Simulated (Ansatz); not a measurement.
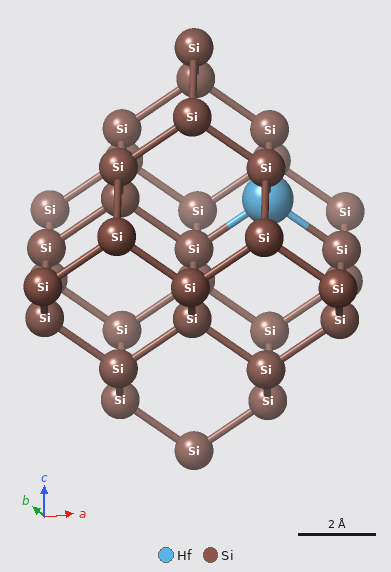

A defect cell of composition HfSi₃₉, before the relaxation. Style: ball-and-stick. Shown: the atoms within 5.8 Å of the atom that moves most (axes of the conventional cell (2 times the calculation's cell) (origin shifted)), slightly off an axis. Lengths and directions refer to the drawn axes.

Case: Hf on a Si site (b), charge +0, atoms relaxed at the host's cell.

The calculation used DFT PBE, scalar-relativistic, plane waves, PAW in Ansatz.

The input:
```yaml
crystal:
  lattice:
    - [-8.2051404881, 2.7350468294, -5.4700936587]
    - [8.2051404881, -2.7350468294, -5.4700936587]
    - [-2.7350468294, -8.2051404881, 5.4700936587]
  atoms:
    - { symbol: Hf, position: [0.575, 0.775, 0.1] }
    - { symbol: Si, position: [0.425, 0.725, 0.4] }
    - { symbol: Si, position: [0.125, 0.625, 1.0] }
    - { symbol: Si, position: [0.275, 0.675, 0.7] }
    - { symbol: Si, position: [0.975, 0.575, 0.3] }
    - { symbol: Si, position: [0.825, 0.525, 0.6] }
    - { symbol: Si, position: [0.675, 0.475, 0.9] }
    - { symbol: Si, position: [0.525, 0.425, 0.2] }
    - { symbol: Si, position: [0.225, 0.325, 0.8] }
    - { symbol: Si, position: [0.375, 0.375, 0.5] }
    - { symbol: Si, position: [0.075, 0.275, 0.1] }
    - { symbol: Si, position: [0.925, 0.225, 0.4] }
    - { symbol: Si, position: [0.775, 0.175, 0.7] }
    - { symbol: Si, position: [0.625, 0.125, 0.0] }
    - { symbol: Si, position: [0.475, 0.075, 0.3] }
    - { symbol: Si, position: [0.175, 0.975, 0.9] }
    - { symbol: Si, position: [0.325, 0.025, 0.6] }
    - { symbol: Si, position: [0.025, 0.925, 0.2] }
    - { symbol: Si, position: [0.725, 0.825, 0.8] }
    - { symbol: Si, position: [0.875, 0.875, 0.5] }
    - { symbol: Si, position: [0.5, 0.5, 0.0] }
    - { symbol: Si, position: [0.35, 0.45, 0.3] }
    - { symbol: Si, position: [0.05, 0.35, 0.9] }
    - { symbol: Si, position: [0.2, 0.4, 0.6] }
    - { symbol: Si, position: [0.9, 0.3, 0.2] }
    - { symbol: Si, position: [0.75, 0.25, 0.5] }
    - { symbol: Si, position: [0.6, 0.2, 0.8] }
    - { symbol: Si, position: [0.45, 0.15, 0.1] }
    - { symbol: Si, position: [0.15, 0.05, 0.7] }
    - { symbol: Si, position: [0.3, 0.1, 0.4] }
    - { symbol: Si, position: [1.0, 1.0, 1.0] }
    - { symbol: Si, position: [0.85, 0.95, 0.3] }
    - { symbol: Si, position: [0.7, 0.9, 0.6] }
    - { symbol: Si, position: [0.55, 0.85, 0.9] }
    - { symbol: Si, position: [0.4, 0.8, 0.2] }
    - { symbol: Si, position: [0.1, 0.7, 0.8] }
    - { symbol: Si, position: [0.25, 0.75, 0.5] }
    - { symbol: Si, position: [0.95, 0.65, 0.1] }
    - { symbol: Si, position: [0.65, 0.55, 0.7] }
    - { symbol: Si, position: [0.8, 0.6, 0.4] }
  host:
    lattice:
      - [0.0, 2.7350468294, 2.7350468294]
      - [2.7350468294, 0.0, 2.7350468294]
      - [2.7350468294, 2.7350468294, 0.0]
    atoms:
      - { symbol: Si, position: [0.25, 0.25, 0.25] }
      - { symbol: Si, position: [0.0, 0.0, 0.0] }
basis:
  ecutwfc: 420
  xc_grid: 2
kpoints:
  mp_grid: { grid: [2, 2, 2], shift: [0.0, 0.0, 0.0] }
hamiltonian:
  xc: pbe
scf:
  occupations: { method: gaussian, width: 0.01 }
output:
  forces: true
  stress: false
  eigenvalues: true
  charged_corrections:
    defect_position: [0.575, 0.775, 0.1]
    epsilon: [[12.9823, 0.0, 0.0], [0.0, 12.9823, 0.0], [0.0, 0.0, 12.9823]]
  write_density: true
  write_potential: true
  elf: true
  volumetric_format: npy
relax:
  adjacent_minimum: "off"
  f_tol: 0.025
  max_steps: 45
```

Run as
```bash
ansatz run input.yaml --threads 4 --pin off --max-ram 8192MiB --backend cpu --events-out ev --progress --plain --runs-dir out
```

Question: Predict the outcome.

Answer: The energy falls by 1.444 eV per cell of the calculation in 3 geometry steps. Largest force component: 2 eV/Å at the start, 0.0084 eV/Å at the end. The largest moves, 0.23 Å, are those of Si21, Si32, Si34 and Si35. Si21 goes along [−3 1 −3]. Hf stays in place. The cell stays as it was. Some distances before and after: Hf1–Si21 2.369 → 2.597 Å, Si18–Si32 2.369 → 2.342 Å, Si19–Si34 2.369 → 2.349 Å, Si10–Si24 2.369 → 2.362 Å. Among the angles between lasting bonds that change: Hf1–Si21–Si7 109.5° → 103.6°, Si21–Si9–Si29 109.5° → 103.7°, Si21–Si7–Si27 109.5° → 104.7°.

Step by step:

| step | E − E(0), meV/atom | largest force component, eV/Å |
| --- | --- | --- |
| 0 | 0.00 | 1.9623 |
| 1 | -34.76 | 0.1953 |
| 2 | -36.04 | 0.0380 |
| 3 | -36.10 | 0.0084 |

The end point in the same view:

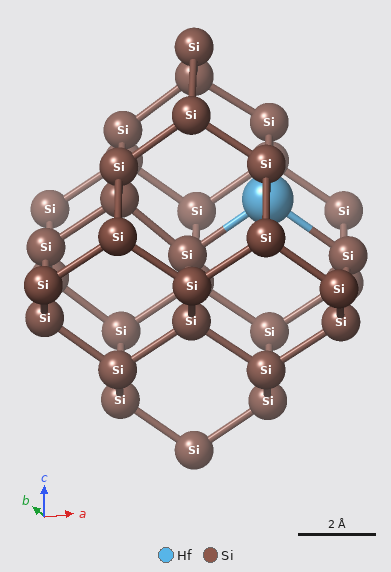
